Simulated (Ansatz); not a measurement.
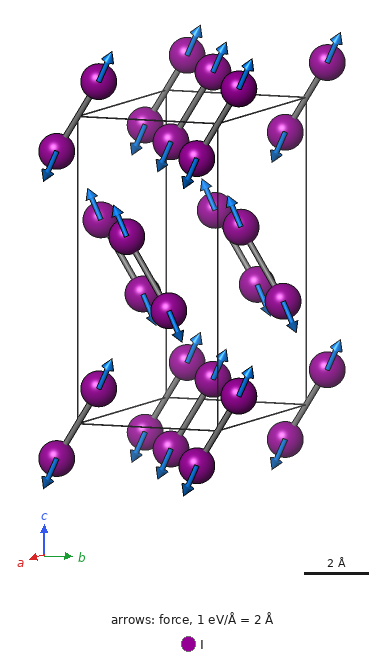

Starting geometry of a crystal of I (set up in Cmce) with the computed forces as blue arrows. The picture is a ball-and-stick view of the conventional cell (2 times the calculation's cell), seen slightly off an axis. Lengths and directions refer to the drawn axes.

All numbers below come from Ansatz 0.2.0, DFT PBEsol, scalar-relativistic, plane waves, PAW.

The input:
```yaml
crystal:
  lattice:
    - [3.6275, -2.3975, 0.0]
    - [3.6275, 2.3975, 0.0]
    - [0.0, 0.0, 9.78]
  atoms:
    - { symbol: I, position: [0.85, 0.15, 0.117] }
    - { symbol: I, position: [0.65, 0.35, 0.617] }
    - { symbol: I, position: [0.15, 0.85, 0.883] }
    - { symbol: I, position: [0.35, 0.65, 0.383] }
basis:
  ecutwfc: 420
kpoints:
  mp_grid: { grid: [8, 8, 4] }
hamiltonian:
  xc: pbesol
scf:
  occupations: { method: gaussian, width: 0.02 }
output:
  forces: true
  stress: true
  eigenvalues: true
relax:
  adjacent_minimum: "off"
  f_tol: 0.005
  max_steps: 80
  cell: { stress_tol: 0.05 }
```

Launched with:
```bash
ansatz run input.yaml --threads 1 --pin off --max-ram 2560MiB --backend cpu --events-out ev --progress --plain --runs-dir out
```

### What follows when this structure is relaxed?

It isn't relaxed: the largest force vector, on I atoms, is 0.55 eV/Å. The final displacements follow the starting forces only in part (cosine between the two patterns 0.80). The energy falls by 40.3 meV per atom in 7 accepted moves (8 points after the start). Largest force component: 0.5 eV/Å at the start, 0.00093 eV/Å at the end. The pressure goes from −0.28 to 0.00 GPa. The SCF was repeated once at an unchanged geometry on a basis and grid sized afresh for the cell, which shifted the energy by 0.4 meV per atom at most. The largest moves relative to the cell, 0.12 Å, are those of I1, I2, I3 and I4. I4 goes roughly along [0 3 −1]. The drawn cell changes as follows: a 7.255 → 7.502 Å (+3.4 %), b 4.795 → 4.387 Å (−8.5 %), c 9.780 → 9.638 Å (−1.5 %); the volume changes by −6.8 %. Among the contacts that change: I1–I3 2.703 → 2.811 Å. The space group stays Cmce (No. 64). Cost: 110 s on 1 thread of Intel(R) Xeon(R) 6975P-C (Granite Rapids) (shared host), peak memory 0.63 GiB.
